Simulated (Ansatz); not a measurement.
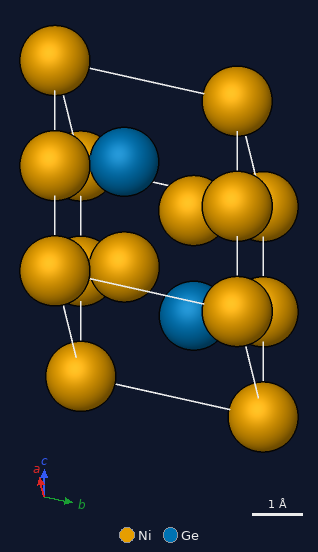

This is crystalline Ni$_{2}$Ge (set up in P6_3/mmc). A spheres-only model of the cell of the calculation, seen from a free direction.

All numbers below come from DFT r2SCAN, scalar-relativistic, plane waves, PAW (Ansatz). Settings: plane-wave cutoff 500 eV; k-point mesh 12 × 12 × 8; occupations gaussian; smearing width 0.1 eV; no spin polarisation.

The variant: Equal strain along all axes, −2.0 %, is applied. Symmetry leaves the atoms no freedom, so this is a single point.

Q: What does the calculation give for the changed structure?

A: Some distances before and after: Ge–Ni 2.619 → 2.567 Å, Ni–Ni 2.619 → 2.567 Å, Ge–Ni 2.519 → 2.468 Å, Ni–Ni 2.519 → 2.468 Å. The space group stays P6_3/mmc (No. 194). Energy change: +27.7 meV per atom. Pressure: 0.0 GPa before, 13.9 GPa after. The principal stresses (compression positive) are 12.4 GPa along c and 14.7 GPa across it. All forces vanish by symmetry.

Drawn alike, the variant:

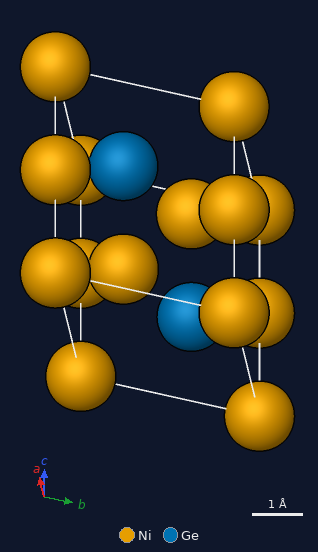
